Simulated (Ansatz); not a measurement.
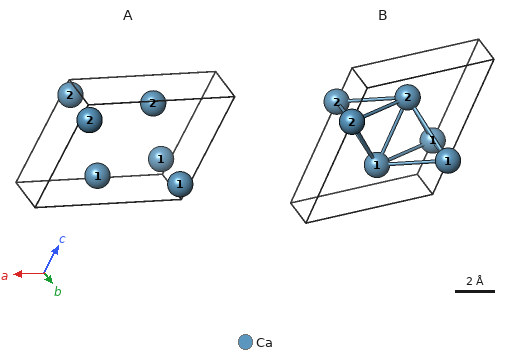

Two geometries of a crystal of Ca (built on the O_12 type) (coarse preliminary run), drawn at one scale. One is the start of a relaxation, the other its converged end. A ball-and-stick model of the conventional cell (2 times the calculation's cell), seen from a free direction. Lengths and directions refer to the drawn axes.

Computed with DFT PBE, scalar-relativistic, plane waves, PAW in Ansatz 0.2.0. Set-up: plane-wave cutoff 420 eV; k-point mesh 4 × 4 × 4; occupations gaussian; smearing width 0.1 eV; no spin polarisation; cell and atoms relaxed; force threshold 0.04 eV/Å; at most 70 steps.

Which geometry has the lower energy?

Structure B is the relaxed one. Case: O type (C2/m, No. 12). After 12 accepted moves (15 points after the start) the energy has fallen by 6327 meV per atom. The largest force component goes from 34 to 0.0034 eV/Å. The pressure goes from 25.55 to 0.04 GPa. The line search rejected the trial step at point 11 of the run. At 2 points the geometry stayed and the basis and grid were re-selected for the new cell (energy shift of 6.8 meV per atom at most each time). The largest moves relative to the cell, 1.06 Å, are those of Ca1 and Ca2. Ca1 goes along [−1 0 2]. The volume changes by −16.0 %, with a 7.707 → 6.772 Å (−12.1 %), b 4.891 → 3.908 Å (−20.1 %), c 6.036 → 7.761 Å (+28.6 %), β 117.7° → 124.5°. Some distances before and after: Ca1–Ca2 1.641 → 3.878 Å, Ca1–Ca2 (another image) 4.951 → 3.931 Å, Ca1–Ca1 4.891 → 3.908 Å, Ca1–Ca2 (another image) 4.729 → 3.883 Å. New bonds form: Ca1–Ca2 (4.73 → 3.88 Å), Ca1–Ca2 (4.95 → 3.93 Å). The space group stays C2/m (No. 12).
